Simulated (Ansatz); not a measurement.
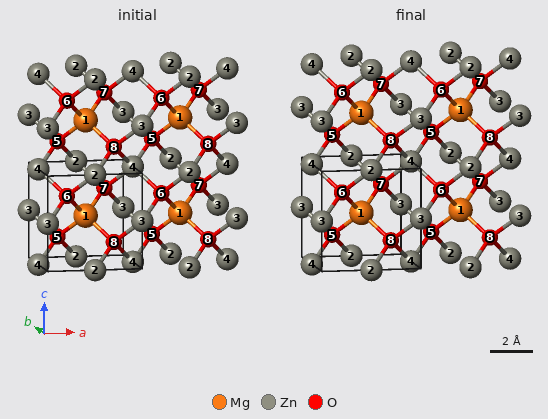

The structure of solid MgZn3O4 (a generated structure, set up in P-43m) before (left) and after (right) a relaxation, at one scale.

Style: ball-and-stick. Shown: the cell of the calculation, repeated 2 × 1 × 2 with one cell outlined, slightly off an axis.

Computed with DFT PBE, scalar-relativistic, plane waves, PAW; settings changed (Ansatz).

The input:
```yaml
crystal:
  lattice:
    - [4.6130043161, 0.0, 0.0]
    - [0.0, 4.6130043161, 0.0]
    - [0.0, 0.0, 4.6130043161]
  atoms:
    - { symbol: Mg, position: [0.5, 0.5, 0.5] }
    - { symbol: Zn, position: [0.5, 0.0, 0.0] }
    - { symbol: Zn, position: [0.0, 0.0, 0.5] }
    - { symbol: Zn, position: [0.0, 0.5, 0.0] }
    - { symbol: O, position: [0.2516813164, 0.7483186836, 0.2516813164] }
    - { symbol: O, position: [0.2516813164, 0.2516813164, 0.7483186836] }
    - { symbol: O, position: [0.7483186836, 0.7483186836, 0.7483186836] }
    - { symbol: O, position: [0.7483186836, 0.2516813164, 0.2516813164] }
basis:
  ecutwfc: 420
kpoints:
  mp_grid: { grid: [6, 6, 6] }
hamiltonian:
  xc: pbe
scf:
  occupations: { method: fermi_dirac, width: 5.0 }
  max_iter: 60
output:
  forces: true
  eigenvalues: true
  stress: true
relax:
  adjacent_minimum: "off"
  f_tol: 0.001
  max_steps: 60
  cell: { stress_tol: 0.01 }
```

Run as
```bash
ansatz run input.yaml --threads 1 --pin off --max-ram 2560MiB --backend cpu --events-out ev --progress --plain --runs-dir out
```

> Summarise the run.

The run was cut off at its time limit before the relaxation converged, so the last structure is only a point on the way. The input was poor on purpose: a smearing of electronvolts. The energy falls by 8.603 eV per cell of the calculation in 1 geometry step. Largest force component: 0.57 eV/Å at the start, 0.41 eV/Å at the end. Pressure: 105.96 GPa at the start and 79.07 GPa at the end. The largest moves relative to the cell, 0.015 Å, are those of O5, O6, O7 and O8. O7 goes along [−1 −1 −1]. Zn and Mg stay in place. The drawn cell changes as follows: a = b = c 4.613 → 4.838 Å (+4.9 %); the volume changes by +15.3 %. Some distances before and after: Zn2–O5 2.002 → 2.105 Å, Mg1–O5 1.984 → 2.066 Å. The space group stays P-43m (No. 215).
